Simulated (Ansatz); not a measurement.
CdSe

```yaml
crystal:
  lattice:
    - [6.22135, 0.00000, 0.00000]
    - [0.00000, 0.00000, -6.22135]
    - [0.00000, 6.22135, 0.00000]
  atoms:
    - { symbol: Cd, position: [0.50000, 0.50000, 0.00000] }
    - { symbol: Cd, position: [0.00000, 0.50000, 0.50000] }
    - { symbol: Cd, position: [0.00000, 0.00000, 0.00000] }
    - { symbol: Cd, position: [0.50000, 0.00000, 0.50000] }
    - { symbol: Se, position: [0.25000, 0.75000, 0.25000] }
    - { symbol: Se, position: [0.75000, 0.75000, 0.75000] }
    - { symbol: Se, position: [0.75000, 0.25000, 0.25000] }
    - { symbol: Se, position: [0.25000, 0.25000, 0.75000] }
```

Space group F-43m; a structure from a database of computed crystals, not necessarily the ambient phase.

Computed with Kohn-Sham DFT of a periodic cell, BHLYP, Ansatz PAW (Ansatz).

Question: What will maps of the valence pseudo-density and electron localisation function show?

Answer: Cd–Se (2.69 Å): the density is about 0.35 e/Å³ at the midpoint; the ELF is about 0.40 at the midpoint and 0.15 at its lowest between the atoms.

Question: Does the calculation give a band gap?

Answer: It is gapped, with a Kohn–Sham gap of 3.7 eV on the k-point mesh, an upper bound to the gap of this method.

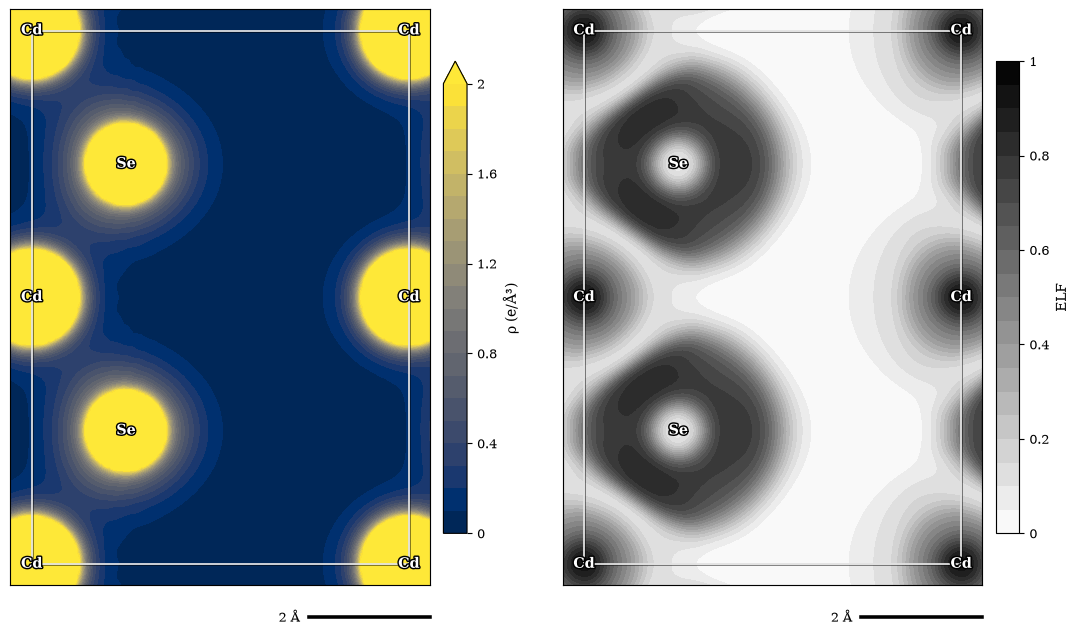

Computed valence pseudo-density and electron localisation function on the (110) plane of the conventional cell, in this order. 

In a PAW calculation such maps are meaningful between the atoms, not at the nuclei.
